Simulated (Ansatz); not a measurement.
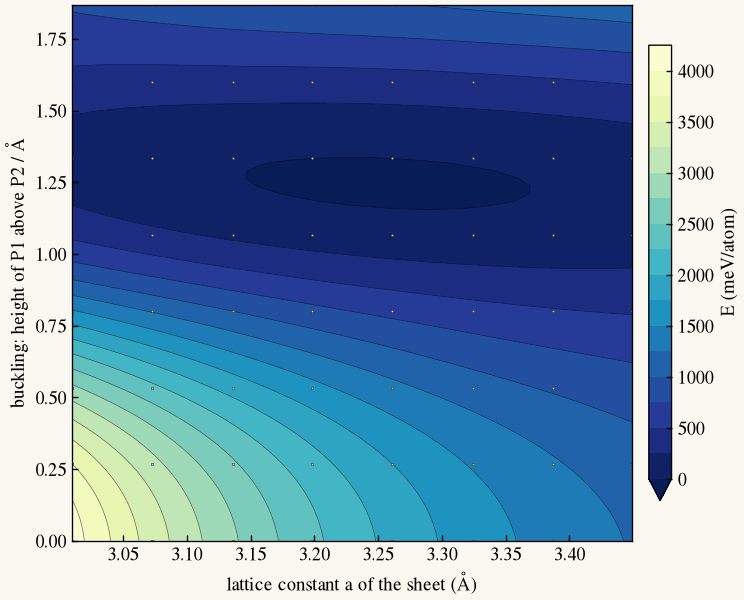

A two-dimensional sheet of P of the honeycomb type (2 atoms in the cell). 
- The lattice constant and the buckling of a sheet are varied, nothing relaxed.
- Coordinates scanned: (1) lattice constant a of the sheet (both vectors scaled alike); (2) buckling: height of P1 above P2.
- The scan uses an 8 × 8 grid.
- Points are written as (first, second).
- All energies are given in meV/atom relative to the lowest grid point.
- The calculation used DFT PBE+D3(BJ), scalar-relativistic, plane waves, PAW in Ansatz. Settings: cutoff 420 eV, k-mesh 9×9×1, gaussian smearing 0.02 eV, no spin polarisation.

In the figure: filled contours, dots at the grid points. Between grid points the surface is interpolated.

The lowest grid point is at (3.198 Å, 1.334 Å). No other kind of well shows on this grid. The highest grid point, (3.010 Å, 0.000 Å), lies 4123 meV/atom above the lowest.

The level of theory is changed to DFT r2SCAN, scalar-relativistic, plane waves, PAW (Ansatz 0.2.0); with it change cutoff 500 eV (before 420 eV), the cell, relaxed at the new level (first cell vector 3.280 Å, before 3.198 Å); the new grid has 8 × 8 points, laid about the new relaxed structure.

What will the new map look like?

Answer. The minimum (interpolated where it lies between grid points) moves from about (3.253 Å, 1.247 Å) to about (3.272 Å, 1.225 Å). The curvature at the minimum changes from about 11 to 12 eV/Å² along the first coordinate and by less than a tenth (about 17) eV/Å² along the second coordinate (per cell).

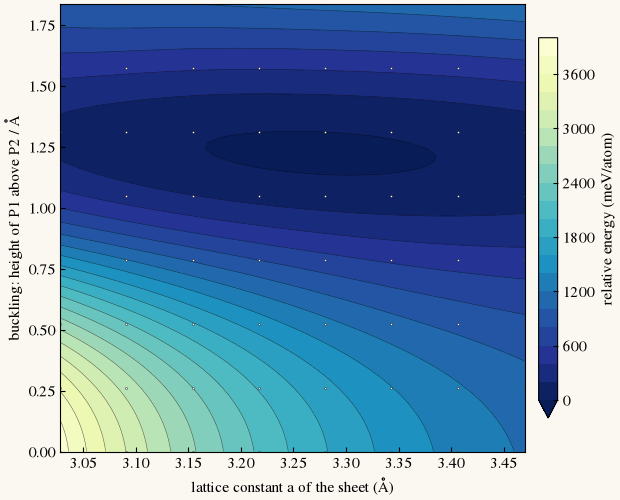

The map after the change, on a colour scale of its own. The picture shows filled contours, dots at the grid points. Between grid points the surface is interpolated.
